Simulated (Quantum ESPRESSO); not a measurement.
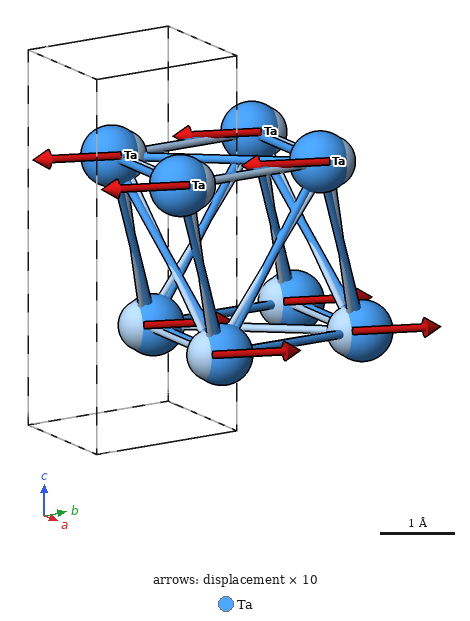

A relaxation of a crystal of Ta (set up in Cmcm). The starting structure is drawn faded, the final one solid; red arrows show the displacements, magnified 10 times.

Style: ball-and-stick. Shown: the cell of the calculation, repeated 2 × 2 × 1 with one cell outlined, slightly off an axis.

The run lets the atoms move in a fixed cell. The cell is held at a strain of −1.0 % (uniaxial x).

Theory: Kohn-Sham DFT of a periodic cell, PBEsol, GBRV 1.5 PBEsol (Quantum ESPRESSO).

Input file:
```
&CONTROL
  calculation = 'relax'
  prefix = 'pwscf'
  outdir = './tmp'
  pseudo_dir = './pseudo'
  tprnfor = .true.
  tstress = .true.
  disk_io = 'low'
  nstep = 40
  forc_conv_thr = 0.0004
  etot_conv_thr = 1d-05
/
&SYSTEM
  ibrav = 0
  celldm(1) = 8
  nat = 2
  ntyp = 1
  ecutwfc = 56
  ecutrho = 448
  nbnd = 20
  occupations = 'smearing'
  smearing = 'fd'
  degauss = 0.00367493
/
&ELECTRONS
  conv_thr = 4d-10
  electron_maxstep = 120
  mixing_beta = 0.5
/
&IONS
  ion_dynamics = 'bfgs'
/
ATOMIC_SPECIES
Ta   180.9479 ta_pbesol_v1.uspp.F.UPF
CELL_PARAMETERS alat
  0.6782624735011   0.0000000000000   0.0000000000000
 -0.3391312367388   0.5933257903845   0.0000000000000
  0.0000000000000   0.0000000000000   1.2203553680969
ATOMIC_POSITIONS crystal
Ta     0.3333333333    0.6666666667    0.2500000000
Ta     0.6666666667    0.3333333333    0.7500000000
K_POINTS automatic
11 11 5 0 0 0
```

Launched with:
```bash
OMP_NUM_THREADS=1 mpirun -n 2 pw.x -nk 2 -in pw.in > pw.out
```

Q: What happened in the run?

A: The largest moves, 0.13 Å, are those of Ta atoms. The cell doesn't change. Near-neighbour distances that change, for instance: Ta–Ta 3.078 → 2.947 Å, Ta–Ta 3.072 → 3.151 Å. The space group stays Cmcm (No. 63). The energy falls by 7.9 meV per atom in 35 geometry steps. Largest force component: 0.045 eV/Å at the start, 0.0015 eV/Å at the end.
